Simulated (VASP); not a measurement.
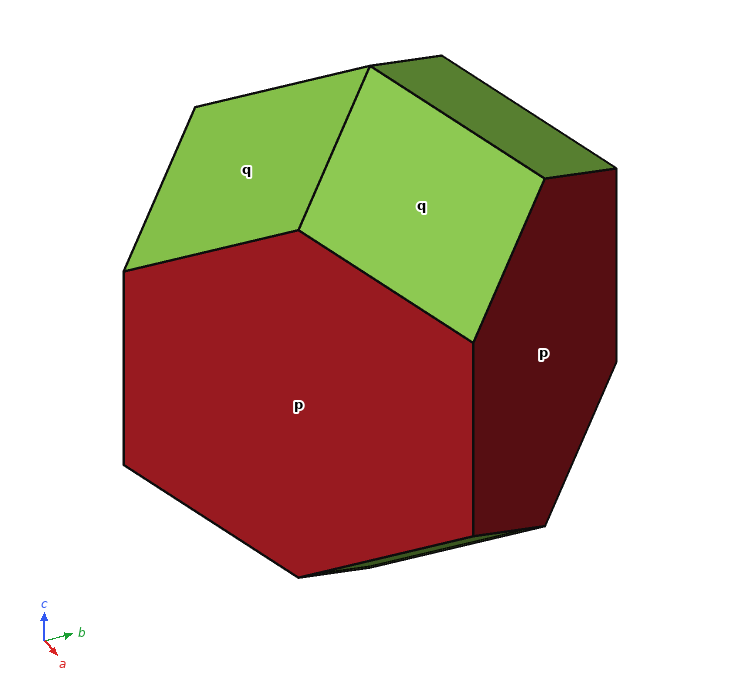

BFDH (Bravais–Friedel–Donnay–Harker) growth shape, computed from the cell and space group alone: each face lies at a distance from the centre proportional to 1/d(hkl), with d taken for the first order that the space group does not extinguish. It ignores bonding, solvent and kinetics. Faces of one form share a colour. Cell of ZnF₂: space group P4_2/mnm (No. 136), a = 4.705 Å, b = 4.705 Å, c = 3.134 Å, α = 90.00°, β = 90.00°, γ = 90.00°. Origin: an entry of the Crystallography Open Database, as set up for an electronic-structure calculation. Forms under 0.4 % of the area are left out.

Give the Miller indices of each colour.

red (p): {110} (d = 3.33 Å, 58 % of the area); green (q): {101} (d = 2.61 Å, 42 % of the area).
